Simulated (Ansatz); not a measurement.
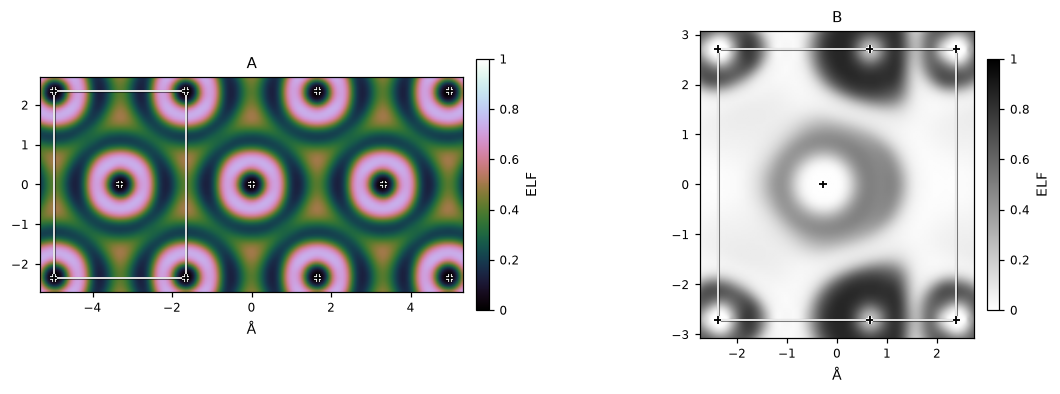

The ELF of 2 systems, each on a plane through atoms (crosses mark nuclei in the plane).

All numbers below come from DFT PBE, scalar-relativistic, plane waves, PAW in Ansatz 0.2.0.

System 1: Ta, the (101̄) plane of the conventional cell. Space group Im-3m; computed without spin polarisation.

```
CELL_PARAMETERS angstrom
3.31879 0.00000 0.00000
0.00000 3.31879 0.00000
0.00000 0.00000 3.31879
ATOMIC_POSITIONS crystal
Ta 0.00000 0.00000 0.00000
Ta 0.50000 0.50000 0.50000
```

System 2: TiPbO$_{3}$, the (11̄0) plane of the conventional cell. Space group P4mm; computed without spin polarisation.

```xyz
5
Lattice="3.8394 0.0000 0.0000 0.0000 3.8394 0.0000 0.0000 0.0000 4.7790" Properties=species:S:1:pos:R:3 pbc="T T T"
Ti    1.9197    1.9197    2.4679
Pb    0.0000    0.0000    4.5759
O     1.9197    1.9197    0.7278
O     1.9197    0.0000    2.9988
O     0.0000    1.9197    2.9988
```

Q: Match each panel to its system.

A: Panel A is system 1, Ta: the plane holds Ta. Ta–Ta (2.87 Å): the ELF is about 0.30 at the midpoint. Panel B is system 2, TiPbO$_{3}$: the plane holds Ti, Pb and O. Ti–O (1.74 Å): the ELF peaks at about 0.80 in the valence shell of O, 0.5 Å from its nucleus, and is about 0.35 at the midpoint.
